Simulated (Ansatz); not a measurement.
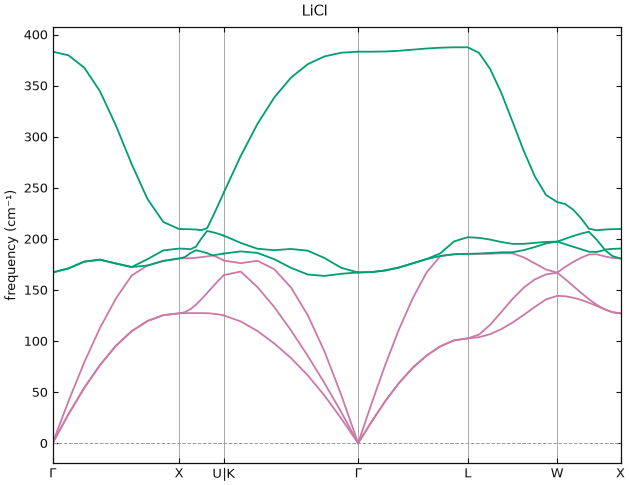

The figure shows the phonon dispersion along Γ–X–U|K–Γ–L–W–X for LiCl, space group Fm-3m (No. 225) (cell built by us, not taken from a database). Imaginary frequencies are drawn as negative. The three lowest branches are drawn in a second colour.

The given structure:
```
CELL_PARAMETERS angstrom
0.00000 2.57496 2.57496
2.57496 0.00000 2.57496
2.57496 2.57496 0.00000
ATOMIC_POSITIONS crystal
Li 0.50000 0.50000 0.50000
Cl 0.00000 0.00000 0.00000
```

Method: harmonic phonon frequencies at points of high symmetry, interpolated from the force constants of a q mesh with the long-range term in polar insulators, imaginary frequencies are negative; plane waves with PAW datasets, Γ-centred k mesh (Ansatz 0.2.0). Level: PBE, no spin polarisation.

| setting | value |
| --- | --- |
| wave cutoff | 420 eV |
| k mesh | 8×8×8 |
| occupations | fixed |
| pressure | 0 GPa |
| phonon method | linear response |
| q mesh | 4×4×4 |

This calculation gives: highest frequency on the path 387.5 cm⁻¹ and lowest frequency at U 125.0 cm⁻¹.

Now Cl is replaced by F on all its sites, which gives LiF in the same structure (cell of 8.42 Å³/atom against 17.07). The second calculation uses k mesh 12×12×12. How do these quantities change?

The highest frequency on the path rises from 387.5 to 618.6 cm⁻¹ (+60 %) and the lowest frequency at U rises from 125.0 to 228.2 cm⁻¹ (+83 %).

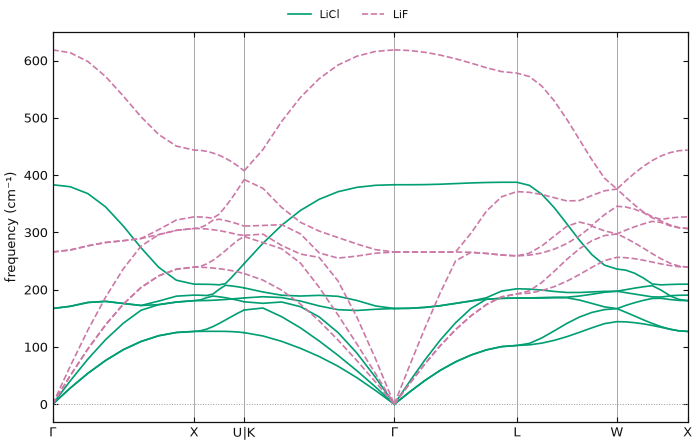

The two results together.
